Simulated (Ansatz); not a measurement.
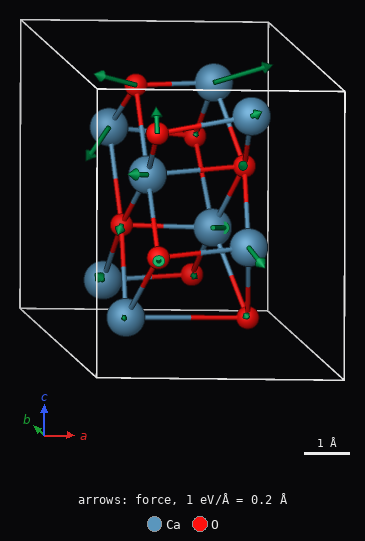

Starting geometry of crystalline CaO (built on the TlCl-63 type type) with the computed forces as green arrows. The picture is a ball-and-stick view of the cell of the calculation, reduced to other axes, seen slightly off an axis. Lengths and directions refer to the drawn axes.

Case: shaken.

Method: DFT, PBEsol, plane waves, PAW (Ansatz 0.2.0).

Input
```yaml
crystal:
  lattice:
    - [1.5842926042, -5.3813179924, -0.0170494382]
    - [3.4314864255, 10.8408531552, 0.0633090468]
    - [0.0304569846, 0.0302173659, 6.7601933254]
  atoms:
    - { symbol: Ca, position: [0.3445763696, 0.324760226, 0.3725359167] }
    - { symbol: Ca, position: [0.6561111376, 0.1650888093, 0.1284673449] }
    - { symbol: O, position: [0.8458254659, 0.052750109, 0.1646755826] }
    - { symbol: O, position: [0.1540386214, 0.4429610348, 0.3669349335] }
    - { symbol: Ca, position: [0.3969343358, 0.3044317029, 0.862672827] }
    - { symbol: Ca, position: [0.7131774588, 0.1928548543, 0.5897043683] }
    - { symbol: O, position: [0.818284103, 0.0394722664, 0.5918550407] }
    - { symbol: O, position: [0.0973811544, 0.4181691919, 0.8859941143] }
    - { symbol: Ca, position: [0.2837259112, 0.7878460766, 0.3186608952] }
    - { symbol: Ca, position: [0.6273937034, 0.6495497517, 0.1279620111] }
    - { symbol: O, position: [0.8117816648, 0.5723725904, 0.1209025342] }
    - { symbol: O, position: [0.1511309061, 0.9145037701, 0.3769727088] }
    - { symbol: Ca, position: [0.3991527795, 0.842579078, 0.8617639028] }
    - { symbol: Ca, position: [0.5660095058, 0.6112928259, 0.6214581904] }
    - { symbol: O, position: [0.8495827329, 0.5614286534, 0.6031984284] }
    - { symbol: O, position: [0.1914740441, 0.9318507246, 0.8602031357] }
kpoints:
  mp_grid: { grid: [6, 4, 4] }
hamiltonian:
  xc: pbesol
scf:
  occupations: { method: fermi_dirac, width: 0.05 }
relax:
  f_tol: 0.01
  cell: {}
  max_steps: 120
```

Q: What follows when this structure is relaxed?

A: It isn't relaxed: the largest force vector, on Ca10, is 7.51 eV/Å. The final displacements follow the starting forces only in part (cosine between the two patterns 0.53). The atom that moves furthest relative to the cell is Ca9 (0.66 Å along [−2 3 −2]). By element the largest moves are Ca 0.66 Å, O 0.55 Å. Cell: a 5.610 → 4.767 Å (−15.0 %), b 6.601 → 6.742 Å (+2.1 %), c 6.760 → 6.742 Å (−0.3 %), α 90.5° → 90.0°, β 90.3° → 90.0°, γ 105.7° → 90.0°. Volume −10.1 %. Among the contacts that change: Ca6–Ca9 5.256 → 3.371 Å, Ca6–Ca13 4.988 → 3.371 Å, Ca2–Ca9 4.954 → 3.371 Å, Ca1–Ca10 4.908 → 3.371 Å. New bonds form: Ca10–O11 (3.88 → 2.38 Å), Ca13–O16 (3.65 → 2.38 Å), Ca14–O15 (3.56 → 2.38 Å), Ca1–O4 (3.51 → 2.38 Å). Among the angles between lasting bonds that change: Ca5–O8–Ca10 121.0° → 90.0°, Ca5–O8–Ca5 150.4° → 180.0°, O8–Ca5–O8 150.4° → 180.0°. The space group (tolerance 0.01 Å) goes from P1 (No. 1) to Fm-3m (No. 225). The energy falls by 543 meV per atom in 10 accepted moves (13 points after the start). The largest force component goes from 7.3 to 0.00012 eV/Å. The pressure goes from 6.08 to 0.00 GPa. The SCF was repeated 3 times at an unchanged geometry on a basis and grid sized afresh for the cell, which shifted the energy by 6.0 meV per atom at most.
